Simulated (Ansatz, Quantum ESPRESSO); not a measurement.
# Ballistic conductance of 12 planar junctions in two codes

Do pwcond's layer matching and a second code's give the same conductance at the Fermi level?

Set-up. Quantum ESPRESSO 7.5 (pw.x, pwcond.x; lead and junction from one periodic cell, ewind 4 Ry, epsproj 1e-5, nz1 7) and Ansatz 0.2.0 (PAW) on the same atoms and the same mesh across the current. Geometries are as built. G counts both spins, in G₀ = 2e²/h = 77.48 µS.

What came out:

| junction | level of pw.x | lead channels per spin | pwcond (G₀) | Ansatz (G₀) | ratio | area over G (fΩ m²) |
| --- | --- | --- | --- | --- | --- | --- |
| vacuum gap of 7.0 Å between two Pb(100) faces | PBEsol, GBRV ultrasoft | 1.63 | 0.00552 | 0.00533 | 1.04 | 296 |
| vacuum gap of 6.0 Å between two Pt(100) faces | LDA, GBRV ultrasoft | 1.94 | 0.00536 | 0.00581 | 0.92 | 190 |
| vacuum gap of 6.0 Å between two Cu(111) faces ‡ | PBE, GBRV ultrasoft | 0.87 | 0.00532 | 0.00447 | 1.19 | 139 |
| 2 layers of LiF(001) between Al(100) leads | PBE, GBRV ultrasoft | 1.70 | 0.00445 | 0.00531 | 0.84 | 237 |
| vacuum gap of 6.0 Å between two Au(100) faces | PBE, JTH PAW | 0.89 | 0.00414 | 0.00429 | 0.97 | 271 |
| vacuum gap of 6.0 Å between two Pt(111) faces | PBEsol, GBRV ultrasoft | 1.87 | 0.00294 | 0.00289 | 1.02 | 300 |
| 2 layers of LiF(001) between Ag(100) leads | LDA, GBRV ultrasoft | 0.89 | 0.00204 | 0.00198 | 1.04 | 544 |
| 3 layers of MgO(001) between V(100) leads | PBE, GBRV ultrasoft | 2.35 | 0.00187 | 0.00166 | 1.13 | 618 |
| vacuum gap of 7.0 Å between two Ag(111) faces | PBE, GBRV ultrasoft | 0.85 | 0.00164 | 0.00134 | 1.22 | in doubt |
| 3 layers of hexagonal BN between Cu(111) leads, 2.3 Å off each face | LDA, GBRV ultrasoft | 0.77 | 0.000786 | 0.000763 | 1.03 | 942 |
| 3 layers of graphene between Cu(111) leads, 2.3 Å off each face | PBE, GBRV ultrasoft | 0.81 | 0.000617 | 0.000708 | 0.87 | 1.2e+03 |
| vacuum gap of 7.0 Å between two Pd(111) faces ‡ | PBE, GBRV ultrasoft | 1.48 | 0.000602 | 0.000611 | 0.99 | 1.44e+03 |

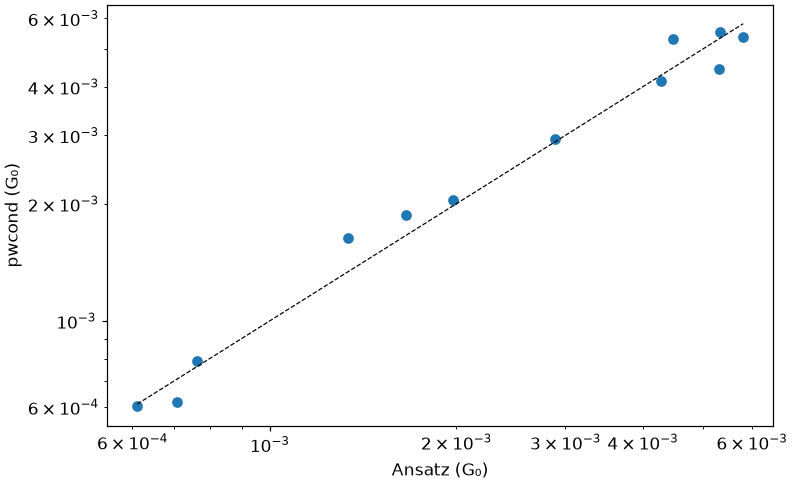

Conductance by pwcond against that by Ansatz.

**Answer.** The conductance spans 0.000602 to 0.00552 G₀. The codes agree within 5 % on 6 and within 15 % on 9 of 12 junctions; the widest gap is a ratio of 1.22 (vacuum gap of 7.0 Å between two Ag(111) faces), where at least one of the two values is off. By hand, for the first row: A/G = 12.650e−20 m² / (0.00552 × 7.748e−5 S) = 296 fΩ m².

Caveats: ‡ marks rows that fail one of these tests: mean channel counts within 15 %, counts alike on 88 % of the mesh's weight, T within a factor of two, a step under 100 meV across the lead's period. They stay in the counts above, and unmarked rows can lie close to these limits. Rows without a moment ran or ended unpolarised, and spin-orbit coupling is left out. Leads are short, and the mesh across the current differs between rows and was not tested: the channel count of one lead shows how much it matters. Vacuum gaps count between atomic planes. Rows were grouped by the size of G.
